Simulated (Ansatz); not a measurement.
# Molecular dynamics, with input and output: MgO (part 3 of 3)

MgO (16 atoms in the cell); DFT LDA, scalar-relativistic, plane waves, PAW, no spin polarisation (Ansatz 0.2.0); cutoff 420 eV, 2×2×2 k-mesh, Fermi–Dirac smearing of 0.05 eV. The structure derives from an entry of the Crystallography Open Database. It belongs to a series of runs on one base structure; here: dynamics from the start.

Geometry of the input (Å; fractional positions):
```
0.0000  3.8950  3.8950
3.8950  0.0000  3.8950
3.8950  3.8950  0.0000
Mg 0.0000  0.0000  0.0000
O  0.2500  0.2500  0.2500
Mg -0.0000  0.0000  0.5000
O  0.2500  0.2500  0.7500
Mg -0.0000  0.5000  0.0000
O  0.2500  0.7500  0.2500
Mg -0.0000  0.5000  0.5000
O  0.2500  0.7500  0.7500
Mg 0.5000  -0.0000  0.0000
O  0.7500  0.2500  0.2500
Mg 0.5000  0.0000  0.5000
O  0.7500  0.2500  0.7500
Mg 0.5000  0.5000  0.0000
O  0.7500  0.7500  0.2500
Mg 0.5000  0.5000  0.5000
O  0.7500  0.7500  0.7500
```

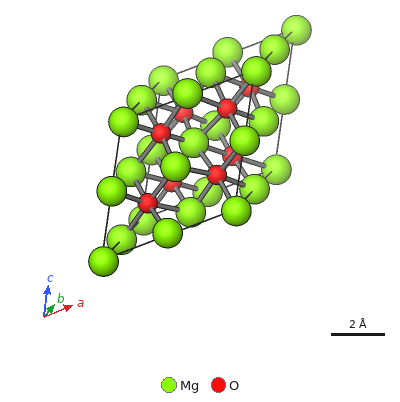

The geometry at step 173 of the log (ball-and-stick view of the cell of the calculation, seen slightly off an axis).

**Trajectory as extended XYZ, continued**
```
16
Lattice="0.0000 3.8950 3.8950 3.8950 0.0000 3.8950 3.8950 3.8950 0.0000" Properties=species:S:1:pos:R:3:forces:R:3 step=96 time_fs=96.0 energy=-19674.19255 temperature=983.5
Mg    0.0148   -0.0023    0.1546    0.7864  -0.7797  -1.9613
O     1.9938    1.7831    1.9499   -1.5636   3.1794   0.0051
Mg    1.8738    1.9225    0.0029    1.0775   0.1659   0.4889
O     3.9207    3.8684    1.9669   -0.3792  -0.5920  -1.0196
Mg    2.0836   -0.0382    2.0676   -1.2795  -0.8056  -1.7304
O     3.9106    1.8573    3.9179   -0.7588   2.2819  -0.9496
Mg    3.8467    1.8273    1.9682    1.1750   2.4109   0.0098
O     5.9657    3.9320    3.8778   -2.6067  -0.3149   0.8426
Mg   -0.0309    1.9868    1.8493    1.0869  -0.3481   1.7240
O     1.9542    3.8520    3.9964    0.2804   1.7727  -1.0565
Mg    1.8463    3.9193    1.8118    3.2657  -0.8919   1.6503
O     3.8377    5.8526    3.8943    0.8945   0.9928   0.0033
Mg    1.9100    2.0929    3.8787    0.4371  -3.1740   0.1011
O     4.0095    3.9115    5.8930   -2.3693  -1.6978  -0.6778
Mg    3.8271    4.0652    3.6838    0.9147  -2.6114   3.7970
O     5.8846    5.8090    5.9116   -0.9610   0.4117  -1.2269
16
Lattice="0.0000 3.8950 3.8950 3.8950 0.0000 3.8950 3.8950 3.8950 0.0000" Properties=species:S:1:pos:R:3:forces:R:3 step=115 time_fs=115.0 energy=-19675.09192 temperature=1446.8
Mg    0.0789   -0.1546   -0.0103   -1.2819   3.0560   1.0425
O     1.9299    1.9774    1.9117    0.7078  -1.0023  -0.0104
Mg    1.9467    1.8759   -0.0111    0.5080   1.5943  -0.0472
O     3.7102    3.9576    1.8992    4.7387  -0.3808   0.7835
Mg    1.9502   -0.0344    1.9968   -1.1796   1.5478  -0.5037
O     3.9044    1.9134    3.9007   -0.3978   0.2963   0.4437
Mg    3.9216    1.9618    2.0622   -0.6719  -0.0612  -2.0531
O     5.7218    3.9499    3.8957    1.8271  -1.3722  -0.5462
Mg    0.0288    2.0760    1.9075   -1.1207  -3.4225   0.3446
O     1.9849    3.9382    3.9061   -0.4560  -1.4542  -0.0585
Mg    1.9919    3.8550    1.8696   -2.7995   1.6998   0.7566
O     4.0046    5.8388    3.9008   -2.3004  -0.9186   0.1446
Mg    1.9598    1.9549    3.8083    0.7701  -0.1825   1.6425
O     3.8699    3.8765    5.9012    0.4647   1.6171  -0.5563
Mg    3.8658    3.9044    3.9507    0.0462   0.3350  -1.0772
O     5.7857    5.9221    5.8542    1.1452  -1.3520  -0.3054
16
Lattice="0.0000 3.8950 3.8950 3.8950 0.0000 3.8950 3.8950 3.8950 0.0000" Properties=species:S:1:pos:R:3:forces:R:3 step=135 time_fs=135.0 energy=-19674.01771 temperature=893.7
Mg   -0.0055    0.0239   -0.1055    0.2727  -0.7040   1.2293
O     1.9310    2.0535    1.9037   -0.2803  -0.6818   0.8309
Mg    2.0724    1.9858   -0.0195   -2.8564  -1.6942  -0.0669
O     4.0098    3.9225    2.0000   -5.2073  -0.7998  -0.5397
Mg    1.7773    0.1049    1.8351    6.1502  -0.9366   0.5518
O     3.8654    1.9744    3.9105    1.5241  -1.5019   0.0790
Mg    3.9289    2.0956    1.9258   -0.5875  -1.9129   0.4977
O     5.8369    3.7646    3.8477    0.1617   2.5024   0.6240
Mg   -0.0235    1.8157    2.0274    0.7022   3.3528  -0.9629
O     1.9331    3.8590    3.8276   -0.1776   0.2851   1.3997
Mg    1.9501    3.9812    2.0211   -0.4029  -1.9008  -1.5988
O     3.8565    5.7434    3.9168    2.4374   1.1449  -0.3007
Mg    2.0364    1.7590    3.9020   -2.0094   2.1526  -1.4857
O     3.7736    4.0583    5.8721    0.8683  -1.5266   0.1311
Mg    3.8929    3.7889    4.0852   -0.1140   1.2317  -1.9588
O     5.8794    5.8221    5.7423   -0.4811   0.9890   1.5700
16
Lattice="0.0000 3.8950 3.8950 3.8950 0.0000 3.8950 3.8950 3.8950 0.0000" Properties=species:S:1:pos:R:3:forces:R:3 step=154 time_fs=154.0 energy=-19674.94426 temperature=1370.7
Mg   -0.0109    0.0873   -0.0093    0.4898  -2.0431   0.7716
O     1.9190    1.9540    2.0116    0.5454   0.1743  -1.4973
Mg    1.9212    1.9596   -0.0388    2.1448   0.5090   0.5099
O     3.7659    3.8346    1.9882    1.7357   1.1900   0.1538
Mg    2.0816    0.0997    1.8184   -2.9294  -1.9838   2.7902
O     4.0439    1.8866    3.9635   -3.0810   1.9277  -0.6309
Mg    3.8588    1.9965    1.8397    0.9133   0.0909   1.8613
O     5.9675    3.9013    3.8965   -2.7654  -0.6832  -0.1947
Mg    0.0006    1.8936    2.0161   -0.0197   0.1135  -0.9072
O     1.8700    3.8067    3.9221    1.5255   1.0700  -0.8625
Mg    1.8475    3.9307    1.9972    1.6406  -0.5370  -0.6612
O     3.9775    5.8529    3.8811   -2.4211  -0.7622   0.2761
Mg    1.8992    1.8553    3.8807    1.9599   1.1436   1.0068
O     3.8945    3.9461    5.8436    0.4692  -0.3282  -0.3996
Mg    3.8638    3.8257    3.9330    0.8684   0.0559  -1.3819
O     5.9012    5.8737    5.8706   -1.0759   0.0626  -0.8343
16
Lattice="0.0000 3.8950 3.8950 3.8950 0.0000 3.8950 3.8950 3.8950 0.0000" Properties=species:S:1:pos:R:3:forces:R:3 step=173 time_fs=173.0 energy=-19674.36233 temperature=1070.8
Mg    0.0600   -0.0602    0.1700   -0.3621   1.5044  -3.3746
O     1.9813    1.8674    1.9133   -0.6477   0.3566   0.8585
Mg    1.9226    1.9351    0.0073   -0.5872   0.2295  -0.1614
O     3.7886    3.9418    1.9164    1.3451  -0.2771  -0.0897
Mg    2.1112   -0.0942    2.0968   -0.9761   2.6724  -1.9868
O     3.7883    2.0271    3.8869    1.7486  -1.9697  -0.1559
Mg    3.8837    1.8613    1.9724   -0.2634  -0.0680  -0.6034
O     5.6885    4.0010    3.9119    3.4278  -0.8858   0.0417
Mg    0.0402    2.0015    1.9019   -0.7108  -1.6696   0.5328
O     2.0200    3.9558    3.9131   -1.6854  -0.6701  -0.1626
Mg    1.9480    3.7923    1.8915   -0.5039   1.7292   0.7557
O     3.8051    5.8614    3.8796    1.3766   0.4297  -0.1846
Mg    1.9391    2.0795    3.9316   -0.9536  -1.8187  -0.2202
O     3.9945    3.8128    5.7484   -1.2348   1.6775   1.7351
Mg    3.9147    3.9077    3.6801   -1.3486   0.7420   3.4434
O     5.7297    5.9314    5.8817    1.3754  -1.9821  -0.4281
16
Lattice="0.0000 3.8950 3.8950 3.8950 0.0000 3.8950 3.8950 3.8950 0.0000" Properties=species:S:1:pos:R:3:forces:R:3 step=192 time_fs=192.0 energy=-19675.06745 temperature=1433.4
Mg    0.0557   -0.0403   -0.0307   -0.6789   0.9478   1.1253
O     1.9515    1.8834    1.9381   -0.0557   1.2398   0.6494
Mg    1.8989    1.9592    0.0346   -0.0683  -0.0477  -0.4589
O     4.0553    3.9683    1.8934   -2.4305  -1.7406   0.6352
Mg    1.9661   -0.0518    2.1179    0.4078   0.2929  -2.0821
O     3.7948    1.9012    3.8311    1.1609   1.6512   1.2971
Mg    3.8934    1.7802    2.0204   -0.2649   2.6506  -1.8053
O     5.8745    3.9069    3.9641   -1.1384  -0.0629  -0.7637
Mg   -0.0160    1.9539    1.8429    0.2887   0.2932   0.8156
O     1.9447    3.9687    3.8563    0.7450  -0.7948   0.2628
Mg    2.0520    3.8512    1.8837   -0.5713  -0.4358   1.3905
O     3.8297    5.9047    3.8627    0.7851  -0.6931   0.4966
Mg    1.8918    2.0974    3.9626    0.2424  -1.8050  -1.3769
O     3.8574    3.8675    5.9044    0.8010  -1.3306  -2.1981
Mg    3.8656    4.0511    3.8076    0.4759  -2.0293   1.1278
O     5.8103    5.7274    5.8203    0.3013   1.8642   0.8847
16
Lattice="0.0000 3.8950 3.8950 3.8950 0.0000 3.8950 3.8950 3.8950 0.0000" Properties=species:S:1:pos:R:3:forces:R:3 step=212 time_fs=212.0 energy=-19674.55831 temperature=1172.1
Mg   -0.0172    0.0808   -0.1638    0.6362  -1.3473   1.4179
O     1.9103    2.0362    2.0405    0.4665  -2.3340  -1.9716
Mg    1.9046    1.9849   -0.0044    1.9379  -0.2154   0.0953
O     3.8825    3.7481    2.0727    1.4333   3.7591  -1.0168
Mg    1.8937    0.0561    1.8409   -0.0652  -1.1398   2.1894
O     4.0017    1.9901    3.9308   -2.5233  -1.3136  -0.8626
Mg    3.8714    1.9931    1.8807    0.7420  -1.7495   1.4065
O     5.9234    3.8485    3.9344   -0.9525   1.2848  -0.4924
Mg   -0.0217    1.8955    1.9207    0.6346  -0.0272   0.9278
O     1.9383    3.8392    3.8923   -0.5818   1.1526   0.1780
Mg    2.0522    3.8944    2.0179   -1.5701   0.3828  -1.1070
O     3.9460    5.8461    3.9170   -1.6074   0.1292  -0.7076
Mg    1.8937    1.8712    3.8715    1.6038   0.7129   1.4333
O     3.8538    3.8319    5.7310    0.4591   1.5002   4.9232
Mg    3.8588    3.9346    4.0607    1.0831  -0.8212  -5.6008
O     5.9234    5.8213    5.8781   -1.6964   0.0263  -0.8126
16
Lattice="0.0000 3.8950 3.8950 3.8950 0.0000 3.8950 3.8950 3.8950 0.0000" Properties=species:S:1:pos:R:3:forces:R:3 step=231 time_fs=231.0 energy=-19674.35066 temperature=1065.3
Mg   -0.0276    0.0322   -0.0178    0.2857  -0.9257   1.1719
O     1.9641    1.8822    1.8573   -0.3023   2.2421   1.4956
Mg    2.0650    1.9768   -0.0306   -3.0854  -0.6136   0.0151
O     3.7938    4.0291    2.0114    0.2270  -3.4718  -1.5903
Mg    1.9148    0.0303    1.8561    0.9389  -0.0654   0.6347
O     3.8360    1.8969    3.8948    2.5462   0.7310   0.4969
Mg    3.9256    2.0579    1.8971   -1.2445  -1.0363   0.3344
O     5.7799    3.8976    3.7980    1.1872  -1.1760   1.4967
Mg    0.0396    1.8795    2.0842   -0.2667   3.2668  -2.2837
O     1.9073    3.9075    3.8999    0.7035  -0.8761  -0.2501
Mg    1.8569    3.9286    2.0365    1.1943  -0.3952  -1.2424
O     3.8334    5.8039    3.8954    2.8384   0.6054   0.8713
Mg    2.0747    1.7969    3.9077   -3.4037   2.7521  -0.4174
O     3.9314    4.0153    5.9524   -1.3355  -1.9091  -2.6591
Mg    3.9568    3.7244    3.8688   -1.8871   2.4138   1.7403
O     5.7711    5.9604    5.8174    1.6039  -1.5419   0.1863
16
Lattice="0.0000 3.8950 3.8950 3.8950 0.0000 3.8950 3.8950 3.8950 0.0000" Properties=species:S:1:pos:R:3:forces:R:3 step=250 time_fs=250.0 energy=-19674.87351 temperature=1333.8
Mg    0.0037   -0.1060    0.1555   -0.3511   1.8403  -3.5954
O     1.9720    2.0093    1.9079   -0.1591  -0.9230   0.5973
Mg    1.9446    1.8853   -0.0430    0.9360  -0.0055   0.4358
O     3.8672    3.9658    1.8558    0.5599  -0.3704   4.0934
Mg    2.0069    0.0015    2.0061   -2.6882   0.6393  -0.7462
O     3.9665    1.8814    3.9134   -1.5276   0.5977  -0.2793
Mg    3.8703    1.9409    1.9787    0.3814   0.2331  -0.2736
O     5.8139    3.7932    3.9153    0.1206   1.2107  -0.7821
Mg    0.0512    2.1294    1.9953   -0.5950  -4.1565  -0.7165
O     1.9845    3.8654    3.8179   -0.4247   1.0815   0.8850
Mg    1.7902    3.9312    1.8842    2.0959   0.2401   0.3662
O     4.0603    5.8264    3.9406   -3.2546  -1.0400  -0.6382
Mg    1.9511    2.0368    3.8998    2.0614  -2.4699  -0.3061
O     3.7855    3.9042    5.8978    2.0501   1.3296  -0.5156
Mg    3.8668    3.8102    3.7773    0.7720   1.3732   0.6193
O     5.8548    5.8394    5.7989    0.0230   0.4197   0.8560
```

**Summary**

| quantity | value |
| --- | --- |
| outcome | finished |
| mean temperature over the second half | 1192 K |
| trajectory | 250 steps, 250 fs |
| ensemble | nve |
| temperature in the input | 2400.0 K |
| time step | 1 fs |
| space group of the start (tolerance 0.01 Å) | Fm-3m (225) |
| electrons treated | 128 |
| potential energy (free energy of the electrons) (last step) | −19674.8735 eV |
| Fermi energy (last step) | 14.703 eV |
| largest force (length of the vector) (last step) | 4.260 eV/Å |
| hardware | 1 thread of Arm Neoverse V1, 24 GiB of memory available, shared host |
| wall time | 9 min |
| peak memory | 0.4 GiB |

**Notes**

The k-point mesh is coarse for a cell of this size, so the results may not be converged. So short a trajectory is not equilibrated.
